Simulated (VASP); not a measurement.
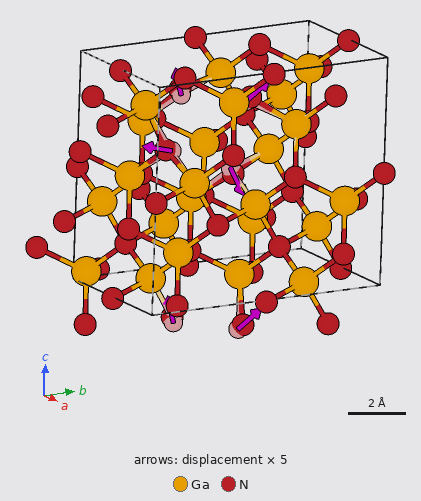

This is a relaxation of a defect cell of composition Ga23N24. The starting structure is drawn faded, the final one solid; purple arrows show the displacements, magnified 5 times.

Style: ball-and-stick. Shown: the cell of the calculation (origin shifted), slightly off an axis.

The run lets the atoms move in a fixed cell.

Level of theory: VASP 6.6.1, Kohn-Sham DFT of a periodic cell, PBE, VASP PAW PBE potentials, recommended.

The input:
```
PREC = Normal
ENCUT = 450
EDIFF = 1E-6
ISMEAR = 0
SIGMA = 0.01
LREAL = Auto
LASPH = True
NELM = 150
ALGO = Normal
ISIF = 2
LWAVE = False
LCHARG = False
ISPIN = 2
MAGMOM = 0 0 0 0 0 0 0 0 0 0 0 0 0 0 0 0 0 0 0 0 0 0 0 0 0 0 0 0 0 0 0 0 0 0.25 0 0.25 0.25 0 0 0.25 0 0 0 0 0 0 0
LORBIT = 11
GGA = PE
IBRION = 2
NSW = 70
EDIFFG = -0.025
AMIX = 0.2
BMIX = 1E-4
AMIX_MAG = 0.8
BMIX_MAG = 1E-4
ICORELEVEL = 1
ISYM = 0
LUSENCCL = False
```

Command:
```bash
cat potpaw_PBE.64/Ga_d/POTCAR potpaw_PBE.64/N/POTCAR > POTCAR
mpirun -np 1 vasp_std > vasp.out
```

Q: Which element moves most?

A: Nitrogen: up to 0.27 Å, against 0.03 Å for gallium.

Q: Describe the change and its energy.

A: After 13 geometry steps the energy has fallen by 1.026 eV per cell of the calculation. Largest force component: 1.9 eV/Å at the start, 0.02 eV/Å at the end. The atom that moves furthest is an N atom (0.27 Å along [−1 2 −3]). By element the largest moves are N 0.27 Å, Ga 0.03 Å. The lattice vectors keep their values. Some distances before and after: Ga–N 2.081 → 1.922 Å, Ga–N 2.039 → 1.922 Å, Ga–N 2.017 → 1.930 Å, Ga–N 1.847 → 1.922 Å. Among the angles between lasting bonds that change: Ga–N–Ga 103.8° → 114.1°, Ga–N–Ga 105.8° → 115.4°, N–Ga–N 112.2° → 103.4°.

Limits of the set-up: the periodic images lie only 8.3 Å apart, so the values are limited by the cell's size.
